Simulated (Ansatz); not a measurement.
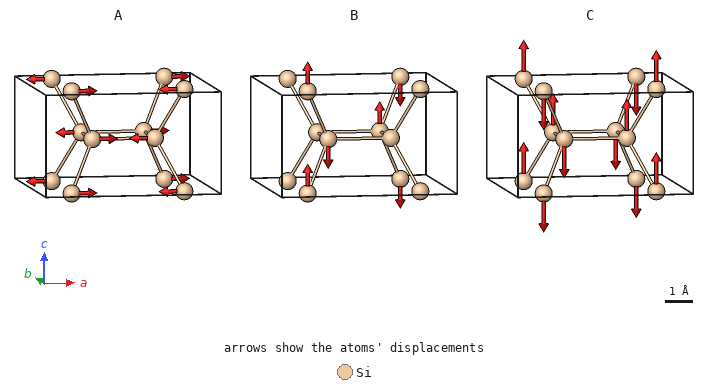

Modes of crystalline Si, space group I4/mmm (No. 139), at the zone centre (one member of each degenerate set). Displacements are drawn as red arrows; their common scale and sign are arbitrary. The picture is a ball-and-stick view of the conventional cell (2 times the calculation's cell), seen slightly off an axis. Lengths and directions refer to the drawn axes.

The calculation used Ansatz, DFT r2SCAN, scalar-relativistic, plane waves, PAW.

Frequencies are those without the non-analytic (LO–TO) term.

Question: Give the symmetry species and the selection rules of each.

Answer: A is E_u, infrared-active by symmetry (402 cm⁻¹). B is E_g, Raman-active by symmetry (499 cm⁻¹). C is B₁u, silent by symmetry (neither infrared- nor Raman-active) (156 cm⁻¹). The crystal has a centre of inversion, so no mode is both.
